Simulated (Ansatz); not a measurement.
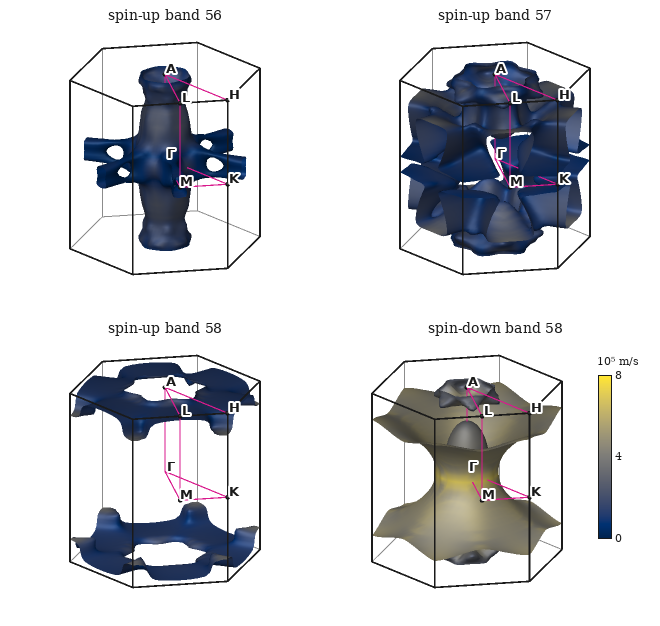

Fermi surface of AlNi3 (P6_3/mmc) (the four sheets of greatest area among eight bands), coloured by the Fermi speed.

Method: Ansatz, DFT PBE, scalar-relativistic, plane waves, PAW; levels and slopes on a dense k mesh at the converged density. Collinear spin polarisation. Mesh 24×24×26, interpolated with the band slopes. Cell and positions as given, without relaxation (residual pressure 7 GPa). The cell comes from a database of computed structures, not from a measurement.

Give the range and mean of the Fermi speed for each band.

Answer. Spin-up band 56: 0.24 to 2.5 × 10⁵ m/s over most of the sheet, 0.83 × 10⁵ m/s on average over states. Spin-up band 57: 0.86 to 3.1 × 10⁵ m/s over most of the sheet, 1.3 × 10⁵ m/s on average over states. Spin-up band 58: 0.90 to 3.2 × 10⁵ m/s over most of the sheet, 1.3 × 10⁵ m/s on average over states. Spin-down band 58: 3.1 to 6.3 × 10⁵ m/s over most of the sheet, 4.5 × 10⁵ m/s on average over states.

Which of these bands adds most to the density of states at the Fermi level?

Answer. Spin-up band 57, with 4.0 of 9.6 states/eV per cell.

The run ends with a net moment of 1.1 μB a cell, the order reached from its starting moments, not necessarily the lowest.
